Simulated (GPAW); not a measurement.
## Does Co1 on Ir4 111 carry moments in GPAW?

Aim: find out whether Co1 on Ir4 111 carries moments when they start parallel, and what they gain.

Method: PBE; plane waves with GPAW's PAW setups, scalar-relativistic, in GPAW 26.7.0.

### Step 1. Starting point

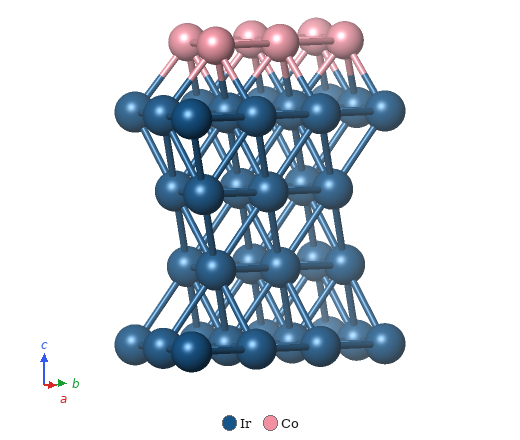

Start, viewed from the side, with the c axis up; iridium blue, cobalt pink. 2×3×1 cells are drawn. Some periodic images of atoms are drawn too.

The cell holds 5 atoms: 4 Ir and 1 Co. Its edges and angles: a = 2.715 Å, b = 2.715 Å, c = 20.630 Å, α = 90.0°, β = 90.0°, γ = 120.0°. ideal sites on the substrate's mesh, layer spacings from atomic volumes, unrelaxed, 12 A of vacuum. Vacuum lies along c.

### Step 2. Start 1: ferro +

The parallel start comes first: it fits the smallest cell, keeps the most symmetry and shows whether parallel moments form.

File order1.py:

```python
import json
import numpy as np
from ase import Atoms
from ase.parallel import paropen, parprint
from gpaw import GPAW

atoms = Atoms(['Ir', 'Ir', 'Ir', 'Ir', 'Co'],
    cell=[[2.714583, 0.0, 0.0],
         [-1.357291, 2.350898, 0.0],
         [0.0, 0.0, 20.6301]],
    scaled_positions=[[0.0, 0.0, 0.290837],
         [0.333333, 0.666667, 0.398314],
         [0.666667, 0.333333, 0.505792],
         [0.0, 0.0, 0.613269],
         [0.333333, 0.666667, 0.709163]],
    pbc=True,
    magmoms=[0.0, 0.0, 0.0, 0.0, 1.8])
atoms.calc = GPAW(mode={'name': 'pw', 'ecut': 450},
    xc='PBE',
    kpts={'size': (18, 18, 1), 'gamma': True},
    occupations={'name': 'fermi-dirac', 'width': 0.05},
    convergence={'density': 1e-05, 'energy': 1e-05},
    maxiter=250,
    mixer={'name': 'pulay', 'beta': 0.03, 'nmaxold': 8, 'weight': 100},
    symmetry={'tolerance': 1e-4},
    txt='order1.txt')
e = atoms.get_potential_energy(force_consistent=True)
res = {'free_energy': e, 'energy_sigma0': atoms.get_potential_energy(), 'fermi_energy': atoms.calc.get_fermi_level()}
res['moments'] = atoms.get_magnetic_moments().tolist()
res['total'] = atoms.get_magnetic_moment()
parprint('site moments (muB):', np.round(res['moments'], 3))
parprint(f"total moment: {res['total']:.3f} muB")
parprint(f'free energy: {e:.6f} eV')
atoms.calc.write('order1.gpw')
with paropen('results.json', 'w') as f:
    json.dump(res, f)
```

Launch:

```bash
OMP_NUM_THREADS=1 mpirun -n 4 gpaw python order1.py > order1.log
```

Numbers of over 12 decimals in the logs are rounded to 6 here.

What it wrote:

```text
site moments (muB): [ 0.006 -0.035 -0.084  0.21   1.805]
total moment: 1.903 muB
free energy: -43.614155 eV

--- order1.txt ---
Input parameters:
  mode=PW(ecut=450),
  convergence={'density': 1e-05, 'energy': 1e-05},
  kpts=MonkhorstPack(size=(18, 18, 1), gamma=True),
  maxiter=250,
  mixer=Pulay(name='pulay', nmaxold=8, beta=0.03, weight=100, sigma=0.015, g_ss=None),
  occupations=Occupations(name='fermi-dirac', width=0.05),
  symmetry=Symmetry(tolerance=0.0001),
  xc=XC(name='PBE')

Diagonalizing LCAO Hamiltonian
Converting LCAO to pw mode

        Co

       Ir

           Ir

        Ir

       Ir

Atoms  # Å, Bohr magnetons
|   | symbol |         x |        y |         z |    initial magnetic moments |
|---|--------|-----------|----------|-----------|-----------------------------|
| 0 |     Ir |  0.000000 | 0.000000 |  5.999996 | ( 0.0000,  0.0000,  0.0000) |
| 1 |     Ir | -0.000001 | 1.567266 |  8.217258 | ( 0.0000,  0.0000,  0.0000) |
| 2 |     Ir |  1.357293 | 0.783632 | 10.434540 | ( 0.0000,  0.0000,  0.0000) |
| 3 |     Ir |  0.000000 | 0.000000 | 12.651801 | ( 0.0000,  0.0000,  0.0000) |
| 4 |     Co | -0.000001 | 1.567266 | 14.630104 | ( 0.0000,  0.0000,  1.8000) |

Unit cell  # Å
| periodic |         x |        y |         z |   lengths |     angles |
|----------|-----------|----------|-----------|-----------|------------|
|      yes |  2.714583 | 0.000000 |  0.000000 |  2.714583 |  90.000000 |
|      yes | -1.357291 | 2.350898 |  0.000000 |  2.714583 |  90.000000 |
|      yes |  0.000000 | 0.000000 | 20.630100 | 20.630100 | 119.999989 |

Number of symmetries: 6

BZ-sampling:
  Number of BZ points: 324
  Number of IBZ points: 37

  Monkhorst-Pack size: [18, 18, 1]
  Monkhorst-Pack shift: [0.027778, 0.027778, 0.0]

K-points  # in reciprocal-cell coordinates
|     |                                coordinates |     weight |
|-----|--------------------------------------------|------------|
|   0 | ( -0.00000000,  -0.00000000,   0.00000000) | 0.00308642 |
|   1 | (  0.05555556,  -0.00000000,   0.00000000) | 0.01851852 |
|   2 | (  0.11111111,  -0.05555556,   0.00000000) | 0.01851852 |
|   3 | (  0.11111111,  -0.00000000,   0.00000000) | 0.01851852 |
|   4 | (  0.16666667,  -0.05555556,   0.00000000) | 0.03703704 |
|   5 | (  0.16666667,  -0.00000000,   0.00000000) | 0.01851852 |
|   6 | (  0.22222222,  -0.11111111,   0.00000000) | 0.01851852 |
|   7 | (  0.22222222,  -0.05555556,   0.00000000) | 0.03703704 |
|   8 | (  0.22222222,  -0.00000000,   0.00000000) | 0.01851852 |
|   9 | (  0.27777778,  -0.11111111,   0.00000000) | 0.03703704 |
| ... |                                            |            |
|  36 | (  0.50000000,   0.50000000,   0.00000000) | 0.00925926 |

Plane wave coefficients: 2903
Cutoff: 450.000000 eV

Spin-components: 2 (collinear spins)
Bands:           47
Projectors:      30
Spin-degeneracy: 1
Datatype:        complex128

Parallelization:
  kpt:    4
  domain: 1
  band:   1

Density:
  Valence electrons: 69.0
  Components: 2
  Grid points: [ 14  14 105]
  Charge: 0.0  # |e|

Potential:
  Grid points: [ 14  14 105]

species:
  Ir:
    name:    Iridium
    Z:       77.0
    valence: 15
    core:    62
    charge:  0.0  # [|e|]
    compensation charges:
      type: gauss
      rc: 0.40  # [Å]
      lmax: 2
    cutoffs:
      filter: 2.40  # [Å]
      core: 2.36  # [Å]
    projectors
    | kind |    occ | energy [eV] | rcut [Å] |
    |------|--------|-------------|----------|
    |   6s |  2.000 |      -6.307 |    1.296 |
    |   5p |  6.000 |     -54.741 |    1.328 |
    |   6p |  0.000 |      -1.224 |    1.328 |
    |   5d |  7.000 |      -7.169 |    1.286 |
    |    s |        |      20.905 |    1.296 |
    |    d |        |      20.043 |    1.286 |

    Using partial waves for Ir as LCAO basis

  Co:
    name:    Cobalt
    Z:       27.0
    valence: 9
    core:    18
    charge:  0.0  # [|e|]
    compensation charges:
      type: gauss
      rc: 0.32  # [Å]
      lmax: 2
    cutoffs:
      filter: 1.87  # [Å]
      core: 2.55  # [Å]
    projectors
    | kind |    occ | energy [eV] | rcut [Å] |
    |------|--------|-------------|----------|
    |   4s |  2.000 |      -5.469 |    1.005 |
    |   4p |  0.000 |      -1.277 |    1.058 |
    |   3d |  7.000 |      -8.205 |    1.005 |
    |    s |        |      21.742 |    1.005 |
    |    p |        |      25.934 |    1.058 |
    |    d |        |      19.007 |    1.005 |

    Using partial waves for Co as LCAO basis

Reference energy: -1975842.107248  # eV

eigensolver:
  PPCG
  Converge bands: occupied
  niter=2

density mixing:
  Pulay-Mixer
  Linear mixing parameters: 0.03
  Old densities: 8
  Fourier metric: weight=100, sigma=0.015

occupation numbers:
  Fermi-Dirac:
    width: 0.0500  # eV

poisson solver:
  ecut: 3600.000000  # eV

xc functional:
  name: PBE with 2 nearest neighbor stencil

convergence criteria:
- Maximum integral of absolute [dens]ity change: 1e-05 electrons / valence electron
- Maximum [total energy] change in last 3 cyles: 1e-05 eV / valence electron
- Maximum integral of absolute [eigenst]ate change: 4e-08 eV^2 / valence electron
maximum number of iterations: 250

SCF iterations
|iter     |      energy | eigst |  dens |  magmom |
|---------|-------------|-------|-------|---------|
|iter:   1|       0s |  -47.236143 | +0.24 |       |  +1.8013|
|iter:   2|       4s |  -58.211288 | -1.00 | -0.96 |  +1.7576|
|iter:   3|       7s |  -44.248231 | -1.39 | -0.75 |  +1.7594|
|iter:   4|      11s |  -44.615615 | -2.64 | -1.18 |  +1.7688|
|iter:   5|      14s |  -44.138974 | -2.72 | -1.12 |  +1.7535|
|iter:   6|      18s |  -43.672106 | -2.10 | -1.22 |  +1.7218|
|iter:   7|      22s |  -43.548860 | -1.81 | -1.46 |  +1.7052|
|iter:   8|      25s |  -43.517869 | -2.99 | -1.54 |  +1.7101|
|iter:   9|      29s |  -43.582400 | -3.05 | -1.61 |  +1.7126|
|iter:  10|      32s |  -43.498838 | -2.80 | -1.59 |  +1.7128|
[... 30 iterations left out ...]
|iter:  41|     133s |  -43.587382c| -8.09c| -4.54 |  +1.9029|
|iter:  42|     135s |  -43.587382c| -8.19c| -4.58 |  +1.9030|
|iter:  43|     137s |  -43.587382c| -8.13c| -4.63 |  +1.9032|
|iter:  44|     139s |  -43.587381c| -8.20c| -4.69 |  +1.9032|
|iter:  45|     140s |  -43.587381c| -8.35c| -4.74 |  +1.9031|
|iter:  46|     142s |  -43.587381c| -8.79c| -4.82 |  +1.9031|
|iter:  47|     144s |  -43.587380c| -8.97c| -4.85 |  +1.9030|
|iter:  48|     145s |  -43.587380c| -8.79c| -4.89 |  +1.9031|
|iter:  49|     147s |  -43.587379c| -8.62c| -4.98 |  +1.9031|
|iter:  50|     149s |  -43.587379c| -9.09c| -5.08c|  +1.9031|

Converged in 50 steps
Energy contributions relative to reference atoms: (reference = -1975842.107248)

Energy contributions:
  Kinetic:          23.871091
  Coulomb:         -21.730026
  Zero:             -0.713987
  External:          0.000000
  Xc:              -44.987681
  Entropy:          -0.053552
  Spinorbit:         0.000000
  ----------------------------
  Free energy:     -43.614155
  Extrapolated:    -43.587379

dipole moment: (-11.930837, -15.859805, 0.063405)  # |e|*Ang

Total magnetic moment: (0.000000, 0.000000, 1.903144)

Local magnetic moments
|        x |        y |         z |
|----------|----------|-----------|
| 0.000000 | 0.000000 |  0.005759 |  # Ir   0
| 0.000000 | 0.000000 | -0.034549 |  # Ir   1
| 0.000000 | 0.000000 | -0.083519 |  # Ir   2
| 0.000000 | 0.000000 |  0.210223 |  # Ir   3
| 0.000000 | 0.000000 |  1.805304 |  # Co   4

Fermi level: 4.840
Eigenvalues  # (at kpt = [-0.000, -0.000, 0.000])
| band index |      eig [eV] | occ [0-1] |      eig [eV] | occ [0-1] |
|------------|---------------|-----------|---------------|-----------|
|          0 |       -45.235 |     1.000 |       -45.268 |     1.000 |
|        ... |               |           |               |           |
|         30 |         2.304 |     1.000 |         3.685 |     1.000 |
|         31 |         3.209 |     1.000 |         3.685 |     1.000 |
|         32 |         3.209 |     1.000 |         3.909 |     1.000 |
|         33 |         3.685 |     1.000 |         4.276 |     1.000 |
|         34 |         3.685 |     1.000 |         4.276 |     1.000 |
|         35 |         4.005 |     1.000 |         4.535 |     0.998 |
|         36 |         4.005 |     1.000 |         4.742 |     0.876 |
|         37 |         4.423 |     1.000 |         4.742 |     0.876 |
|         38 |         4.848 |     0.458 |         5.192 |     0.001 |
|         39 |         4.848 |     0.458 |         5.238 |     0.000 |
|         40 |         5.094 |     0.006 |         5.238 |     0.000 |
|         41 |         5.564 |     0.000 |         5.748 |     0.000 |
|         42 |         5.564 |     0.000 |         5.748 |     0.000 |
|         43 |         9.468 |     0.000 |         9.518 |     0.000 |
|         44 |        10.292 |     0.000 |        10.332 |     0.000 |
|         45 |        11.846 |     0.000 |        11.924 |     0.000 |
|         46 |        14.214 |     0.000 |        14.299 |     0.000 |

No gap
No difference between direct/indirect transitions
```

Wall time 2.6 min (4 MPI ranks of Arm Neoverse V2, shared host); peak memory 0.97 GiB.

Spin moment in the augmentation sphere by atom:

| atom | spin moment in the augmentation sphere (μB) |
| --- | --- |
| Ir1 | 0.01 |
| Ir2 | -0.03 |
| Ir3 | -0.08 |
| Ir4 | 0.21 |
| Co5 | 1.81 |

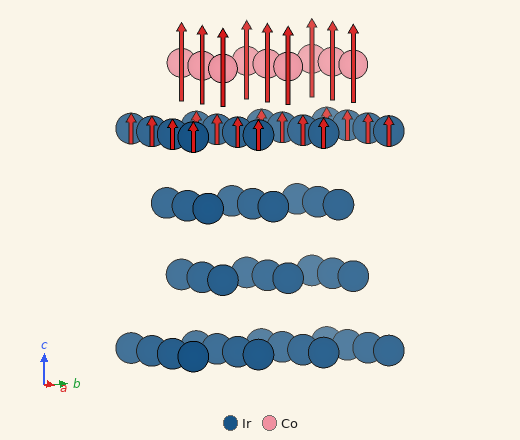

Spin moment in the augmentation sphere as arrows, the longest 1.81 μB. Up and down stand for the sign. Arrows give size and sign along the axis of quantisation, drawn up and down the page. Each arrow also spans its atom, so small moments look longer than they are. 3×3×1 cells are drawn. Some periodic images of atoms are drawn too.

Numbers from this step:

- magnetization: 1.903 μB
- final state: ferromagnetic

After 50 cycles the largest moment stands at 1.81 μB.

### Step 3. Start 2: no spin polarisation

A run without seeds gives the energy of the state without moments.

nospin.py is the script of step 2 with these lines changed:

```diff
@@ -15,4 +15,3 @@
          [0.333333, 0.666667, 0.709163]],
-    pbc=True,
-    magmoms=[0.0, 0.0, 0.0, 0.0, 1.8])
+    pbc=True)
 atoms.calc = GPAW(mode={'name': 'pw', 'ecut': 450},
@@ -25,11 +24,7 @@
     symmetry={'tolerance': 1e-4},
-    txt='order1.txt')
+    txt='nospin.txt')
 e = atoms.get_potential_energy(force_consistent=True)
 res = {'free_energy': e, 'energy_sigma0': atoms.get_potential_energy(), 'fermi_energy': atoms.calc.get_fermi_level()}
-res['moments'] = atoms.get_magnetic_moments().tolist()
-res['total'] = atoms.get_magnetic_moment()
-parprint('site moments (muB):', np.round(res['moments'], 3))
-parprint(f"total moment: {res['total']:.3f} muB")
 parprint(f'free energy: {e:.6f} eV')
-atoms.calc.write('order1.gpw')
+atoms.calc.write('nospin.gpw')
 with paropen('results.json', 'w') as f:
```

Launch:

```bash
OMP_NUM_THREADS=1 mpirun -n 4 gpaw python nospin.py > nospin.log
```

What it wrote:

```text
free energy: -43.345941 eV

--- nospin.txt ---
Input parameters:
  mode=PW(ecut=450),
  convergence={'density': 1e-05, 'energy': 1e-05},
  kpts=MonkhorstPack(size=(18, 18, 1), gamma=True),
  maxiter=250,
  mixer=Pulay(name='pulay', nmaxold=8, beta=0.03, weight=100, sigma=0.015, g_ss=None),
  occupations=Occupations(name='fermi-dirac', width=0.05),
  symmetry=Symmetry(tolerance=0.0001),
  xc=XC(name='PBE')

Diagonalizing LCAO Hamiltonian
Converting LCAO to pw mode

        Co

       Ir

           Ir

        Ir

       Ir

Atoms  # Å, Bohr magnetons
|   | symbol |         x |        y |         z |    initial magnetic moments |
|---|--------|-----------|----------|-----------|-----------------------------|
| 0 |     Ir |  0.000000 | 0.000000 |  5.999996 | ( 0.0000,  0.0000,  0.0000) |
| 1 |     Ir | -0.000001 | 1.567266 |  8.217258 | ( 0.0000,  0.0000,  0.0000) |
| 2 |     Ir |  1.357293 | 0.783632 | 10.434540 | ( 0.0000,  0.0000,  0.0000) |
| 3 |     Ir |  0.000000 | 0.000000 | 12.651801 | ( 0.0000,  0.0000,  0.0000) |
| 4 |     Co | -0.000001 | 1.567266 | 14.630104 | ( 0.0000,  0.0000,  0.0000) |

Unit cell  # Å
| periodic |         x |        y |         z |   lengths |     angles |
|----------|-----------|----------|-----------|-----------|------------|
|      yes |  2.714583 | 0.000000 |  0.000000 |  2.714583 |  90.000000 |
|      yes | -1.357291 | 2.350898 |  0.000000 |  2.714583 |  90.000000 |
|      yes |  0.000000 | 0.000000 | 20.630100 | 20.630100 | 119.999989 |

Number of symmetries: 6

BZ-sampling:
  Number of BZ points: 324
  Number of IBZ points: 37

  Monkhorst-Pack size: [18, 18, 1]
  Monkhorst-Pack shift: [0.027778, 0.027778, 0.0]

Plane wave coefficients: 2903
Cutoff: 450.000000 eV

Spin-components: 1 (collinear spins)
Bands:           46
Projectors:      30
Spin-degeneracy: 2
Datatype:        complex128

Parallelization:
  kpt:    4
  domain: 1
  band:   1

Density:
  Valence electrons: 69.0
  Components: 1
  Grid points: [ 14  14 105]
  Charge: 0.0  # |e|

Potential:
  Grid points: [ 14  14 105]

[... setups left out ...]
Reference energy: -1975842.107248  # eV

eigensolver:
  PPCG
  Converge bands: occupied
  niter=2

density mixing:
  Pulay-Mixer
  Linear mixing parameters: 0.03
  Old densities: 8
  Fourier metric: weight=100, sigma=0.015

occupation numbers:
  Fermi-Dirac:
    width: 0.0500  # eV

poisson solver:
  ecut: 3600.000000  # eV

xc functional:
  name: PBE with 2 nearest neighbor stencil

convergence criteria:
- Maximum integral of absolute [dens]ity change: 1e-05 electrons / valence electron
- Maximum [total energy] change in last 3 cyles: 1e-05 eV / valence electron
- Maximum integral of absolute [eigenst]ate change: 4e-08 eV^2 / valence electron
maximum number of iterations: 250

SCF iterations
|iter     |      energy | eigst |  dens |
|---------|-------------|-------|-------|
|iter:   1|       0s |  -47.910751 | +0.24 |       |
|iter:   2|       2s |  -58.971861 | -0.93 | -1.06 |
|iter:   3|       4s |  -44.546444 | -1.31 | -0.76 |
|iter:   4|       5s |  -44.860881 | -2.74 | -1.19 |
|iter:   5|       7s |  -44.662105 | -3.57 | -1.16 |
|iter:   6|       9s |  -43.633047 | -1.65 | -1.18 |
|iter:   7|      11s |  -43.518132 | -2.69 | -1.45 |
|iter:   8|      13s |  -43.433289 | -1.99 | -1.53 |
|iter:   9|      15s |  -43.388001 | -2.33 | -1.54 |
|iter:  10|      16s |  -43.258966 | -2.47 | -1.62 |
[... 17 iterations left out ...]
|iter:  28|      49s |  -43.314259c| -7.51c| -4.13 |
|iter:  29|      51s |  -43.314257c| -7.39 | -4.18 |
|iter:  30|      53s |  -43.314257c| -7.43c| -4.32 |
|iter:  31|      54s |  -43.314257c| -7.55c| -4.49 |
|iter:  32|      55s |  -43.314257c| -7.94c| -4.63 |
|iter:  33|      57s |  -43.314258c| -7.42c| -4.64 |
|iter:  34|      59s |  -43.314259c| -7.78c| -4.82 |
|iter:  35|      60s |  -43.314259c| -8.23c| -4.89 |
|iter:  36|      61s |  -43.314258c| -7.47c| -4.91 |
|iter:  37|      62s |  -43.314258c| -7.83c| -5.05c|

Converged in 37 steps
Energy contributions relative to reference atoms: (reference = -1975842.107248)

Energy contributions:
  Kinetic:          19.178051
  Coulomb:         -17.811989
  Zero:             -0.707050
  External:          0.000000
  Xc:              -43.941588
  Entropy:          -0.063365
  Spinorbit:         0.000000
  ----------------------------
  Free energy:     -43.345941
  Extrapolated:    -43.314258

dipole moment: (-11.903710, -15.883365, 0.049219)  # |e|*Ang

Fermi level: 4.747
Eigenvalues  # (at kpt = [-0.000, -0.000, 0.000])
| band index |      eig [eV] | occ [0-2] |
|------------|---------------|-----------|
|          0 |       -45.331 |     2.000 |
|        ... |               |           |
|         30 |         3.334 |     2.000 |
|         31 |         3.615 |     2.000 |
|         32 |         3.615 |     2.000 |
|         33 |         4.035 |     2.000 |
|         34 |         4.035 |     2.000 |
|         35 |         4.263 |     2.000 |
|         36 |         4.263 |     2.000 |
|         37 |         4.446 |     1.995 |
|         38 |         5.007 |     0.011 |
|         39 |         5.007 |     0.011 |
|         40 |         5.199 |     0.000 |
|         41 |         5.549 |     0.000 |
|         42 |         5.549 |     0.000 |
|         43 |         9.544 |     0.000 |
|         44 |        10.335 |     0.000 |
|         45 |        11.910 |     0.000 |

No gap
No difference between direct/indirect transitions
```

It took 67 s on 4 MPI ranks; peak memory 0.84 GiB; 4.5 min of CPU time.

Read from the output:

- final state: non-magnetic (no spin polarisation)

It lies 268 meV a seeded atom over the first start.

### Step 4. Energies of the orders

These are free energies at a smearing of 0.05 eV, so its entropy term is in the differences. They are divided by the number of seeded atoms, so that cells of unlike size compare.

Orders:

| start | final state | typed order kept | energy over the lowest (meV a seeded atom) | largest site moment (μB) | net moment (μB a primitive cell) | mesh matched | CPU time (s) |
| --- | --- | --- | --- | --- | --- | --- | --- |
| ferro + | ferromagnetic | yes | 0 | 1.805 | 1.903 | yes | 625.8 |
| no spin polarisation | non-magnetic | - | 268.2 | 0 | 0 | yes | 268.1 |

### Step 5. Summary of results

| Item | Value |
| --- | --- |
| lower run | with moments |
| largest site moment | 1.81 μB |
| energy gained by spin polarisation | 268 meV a seeded atom |

The crystal holds moments, up to 1.81 μB, and gains 268 meV a seeded atom by them. No antiferromagnetic order was tried, so the session says nothing on how the moments order.

[Logs and program files are shortened in this print: banners, set-up blocks, solver, clock and traceback lines can be left out without a mark of their own.]

[Logs are printed without paths, hosts, clocks, repeated set-up lines and the standing remarks that a program may print on its own settings, such as how far it seeks lower states.]

[Hosts, paths, dates, database ids (printed as entryN), source tags and the programs' standing remarks are cut or masked in the printed files.]

[Where a cell is said to come from a database of computed structures, the database is the Materials Project.]
